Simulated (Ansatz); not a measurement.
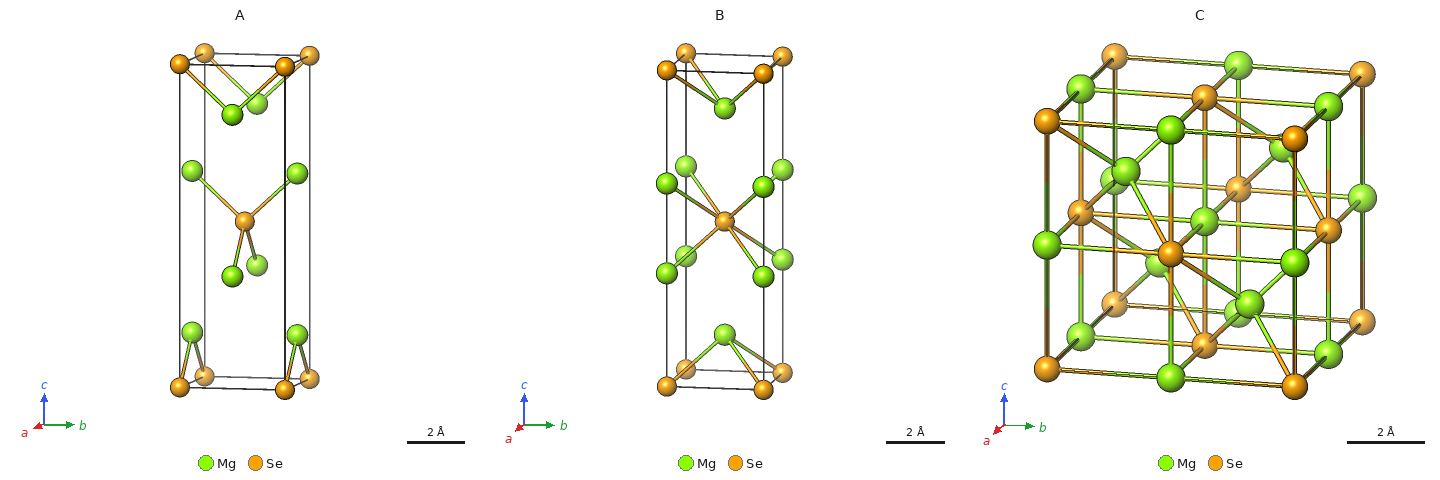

Three structures of Mg$_{2}$Se, each relaxed to rest (conventional cells in solid outline, small ones repeated, each panel with its own scale). Method: DFT PBE, scalar-relativistic, plane waves, PAW (Ansatz 0.2.0), without spin polarisation.

What are the structures shown?

A: 6 atoms a cell on a primitive tetragonal lattice, P4_2/nmc; B: 6 atoms a cell on a body-centred tetragonal lattice, I4/mmm; C: 12 atoms a cell on a face-centred cubic lattice, F-43m.

Rank them by energy, lowest first.

A, then B (+17 meV/atom) and C (+277 meV/atom), energies at zero smearing.

Collect the results in a table.

| panel | structure | E − E(lowest) (meV/atom) | volume (Å³/atom) | gap (eV) |
| --- | --- | --- | --- | --- |
| A | P4_2/nmc | 0 | 27.5 | metal |
| B | I4/mmm | 17 | 22.1 | metal |
| C | F-43m | 277 | 25.6 | 0.39 |

Some of these may be structure types tried for this composition rather than known phases, and the most stable form need not be among them. Gaps are taken on the k-mesh or band path of each run.
